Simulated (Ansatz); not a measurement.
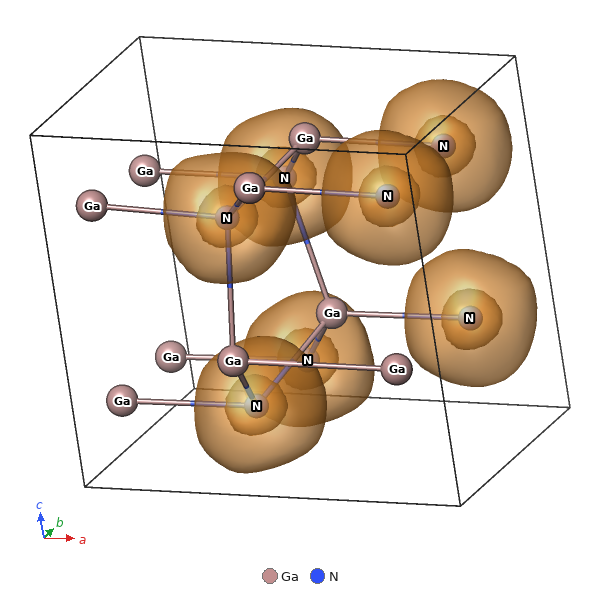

Ga₉N₇ (cell with a defect). Isosurface of the ELF at 0.65 (orange), seen slightly off an axis. Core shells and regions of very low density are left out. Sticks mark near contacts.

Method: Ansatz, DFT PBE, scalar-relativistic, plane waves, PAW.

In a PAW calculation such maps are meaningful between the atoms, not at the nuclei.

```yaml
crystal:
  lattice:
    - [0.00000, 0.00000, 5.24317]
    - [3.21837, 5.57438, 0.00000]
    - [-6.43674, 0.00000, 0.00000]
  atoms:
    - { symbol: Ga, position: [0.39544, 0.16667, 0.33333] }
    - { symbol: Ga, position: [0.51217, 0.16434, 0.83217] }
    - { symbol: Ga, position: [0.51217, 0.66783, 0.33566] }
    - { symbol: Ga, position: [0.51217, 0.66783, 0.83217] }
    - { symbol: Ga, position: [0.01904, 0.35148, 0.70295] }
    - { symbol: Ga, position: [0.01904, 0.35148, 0.14852] }
    - { symbol: Ga, position: [0.01428, 0.83333, 0.66667] }
    - { symbol: Ga, position: [0.01904, 0.79705, 0.14852] }
    - { symbol: Ga, position: [0.82998, 0.16667, 0.33333] }
    - { symbol: N, position: [0.88082, 0.15959, 0.82980] }
    - { symbol: N, position: [0.88082, 0.67020, 0.34041] }
    - { symbol: N, position: [0.88082, 0.67020, 0.82980] }
    - { symbol: N, position: [0.37929, 0.34495, 0.68991] }
    - { symbol: N, position: [0.37929, 0.34495, 0.15505] }
    - { symbol: N, position: [0.38634, 0.83333, 0.66667] }
    - { symbol: N, position: [0.37929, 0.81009, 0.15505] }
```

### Where are the electrons localised?

The ELF exceeds this value in seven regions wrapped around N (the valence shell of each), counted in one cell of 16 atoms. Regions shared between cells count once.

Values along the shortest contacts:
Ga–N (1.89 Å): the ELF peaks at about 0.85 in the valence shell of N, 0.6 Å from its nucleus, and is about 0.50 at the midpoint. Ga–Ga (2.28 Å): the ELF reaches about 0.60 near the midpoint.

### Metal or insulator at this level of theory?

It is metallic or semimetallic at this level of theory: no gap opens.
